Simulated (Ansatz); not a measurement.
Structure (in its standard cell), the geometry relaxed with DFT, BLYP, plane waves (420 eV) with PAW, scalar-relativistic in Ansatz 0.2.0; the starting structure was generated, so it need not be a known form of this composition:

```cif
data_structure
_symmetry_space_group_name_H-M 'Fd-3m:1'
_symmetry_Int_Tables_number 227
_cell_length_a 5.6576
_cell_length_b 5.6576
_cell_length_c 5.6576
_cell_angle_alpha 90.000
_cell_angle_beta 90.000
_cell_angle_gamma 90.000
_cell_volume 181.09
loop_
_atom_site_label
_atom_site_type_symbol
_atom_site_symmetry_multiplicity
_atom_site_Wyckoff_symbol
_atom_site_fract_x
_atom_site_fract_y
_atom_site_fract_z
_atom_site_occupancy
Ir1 Ir 8 b 0.25000 0.25000 0.75000 1
```

> What does the kinematic electron diffraction pattern along [111] look like at 80 kV (B = 0.3 Å²)?

The spots form a hexagonal net with both shortest vectors at d = 2.00 Å, 60.0° apart. They are -2 2 0 and -2 0 2. The pattern has symmetry 6mm. The lattice centring (F) removes all reflections that break h + k = 2n, h + l = 2n.

Strongest reflections with d > 0.80 Å, one of each family (|F|² from tabulated Gaussian fits of the electron scattering factors, times a small damping for the curvature of the Ewald sphere):

```
    hkl  d (Å)  I (strongest = 100)
 2 0 -2  2.000                  100
4 -2 -2  1.155                   32
 4 0 -4  1.000                   22
```

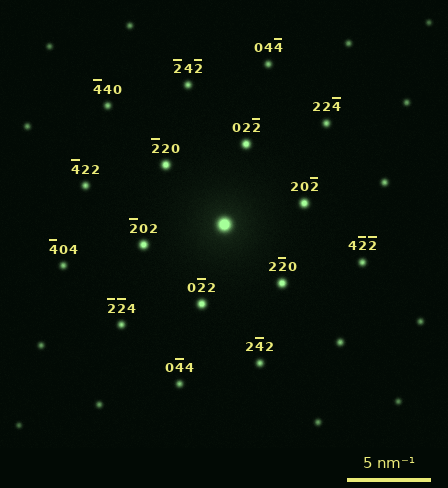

Calculated pattern, seen from the source side with [111] pointing towards the source.
